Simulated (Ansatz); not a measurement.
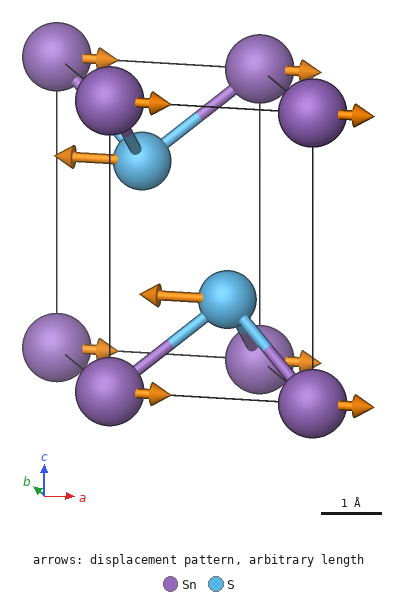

Phonons of crystalline SnS$_{2}$ relaxed at 16 GPa, space group P-3m1 (No. 164), at the zone centre. The optical levels lie at 240 (×2), 284 (×2), 335, 353 cm⁻¹. One mode is drawn. The orange arrows give the relative displacements of the atoms. The picture is a ball-and-stick view of the cell of the calculation, seen slightly off an axis.

Method: DFT PBEsol, scalar-relativistic, plane waves, PAW in Ansatz 0.2.0. (plane-wave cutoff 420 eV; k-point mesh 12 × 12 × 8; occupations fermi dirac; smearing width 0.15 eV; target pressure 16 GPa; no spin polarisation)

The frequencies depend somewhat on the k-mesh and the smearing.

To which level does it belong?

The level at 240 cm⁻¹. This is the E_u mode (doubly degenerate; one member of the set is drawn), the lowest optical level, infrared-active by symmetry. The S sublattice moves against the Sn sublattice, along a; the kinetic energy is shared as S 65 %, Sn 35 %. The crystal is a metal, so free carriers screen the infrared response.
